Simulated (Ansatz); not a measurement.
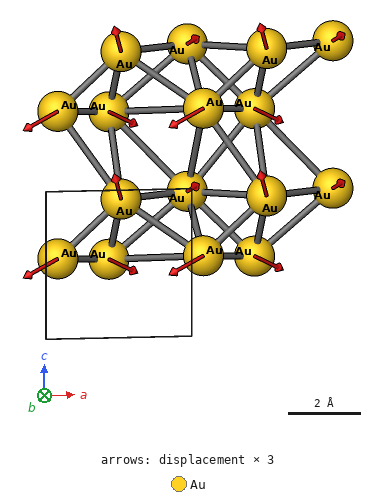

A relaxation of solid Au (set up in P1). The starting structure is drawn; red arrows show the displacements (the part carried along by the change of the cell is left out), magnified 3 times.

A ball-and-stick model of the cell of the calculation, repeated 2 × 1 × 2 with one cell outlined, seen along the b axis.

Case: all atoms moved at random, sigma 0.25 Å for each component, cell strained at random, sigma 0.01; relaxed back.

The calculation used DFT PBEsol, scalar-relativistic, plane waves, PAW (Ansatz 0.2.0). (plane-wave cutoff 420 eV; k-point mesh 8 × 8 × 8; occupations gaussian; smearing width 0.15 eV; no spin polarisation; cell and atoms relaxed; force threshold 0.01 eV/Å; at most 80 steps)

Describe the change and its energy.

Answer. After 4 accepted moves (5 points after the start) the energy has fallen by 1261 meV per atom. The largest force component goes from 13 to 0.00096 eV/Å. Pressure: 45.34 GPa at the start and −0.03 GPa at the end. The SCF was repeated once at an unchanged geometry on a basis and grid sized afresh for the cell, which shifted the energy by less than 0.05 meV per atom at most. The atom that moves furthest relative to the cell is an Au atom (0.43 Å along [−2 −1 −1]). The volume changes by −0.9 %, with a 4.072 → 4.075 Å (+0.1 %), b 4.102 → 4.093 Å (−0.2 %), c 4.122 → 4.087 Å (−0.9 %), α 90.8° → 90.0°, β 88.8° → 90.0°, γ 89.3° → 90.0°. Some distances before and after: Au–Au 3.661 → 2.888 Å, Au–Au 2.157 → 2.888 Å, Au–Au 3.535 → 2.892 Å, Au–Au 3.427 → 2.886 Å. Within 0.06 Å the space group is P1 at the start and Fm-3m at the end; at a tighter tolerance small leftover displacements or strains of the cell lower it. Cost: 6.2 min on 1 thread of Oxide Virtual Turin-like Processor (Zen 5) (shared host), peak memory 0.82 GiB.
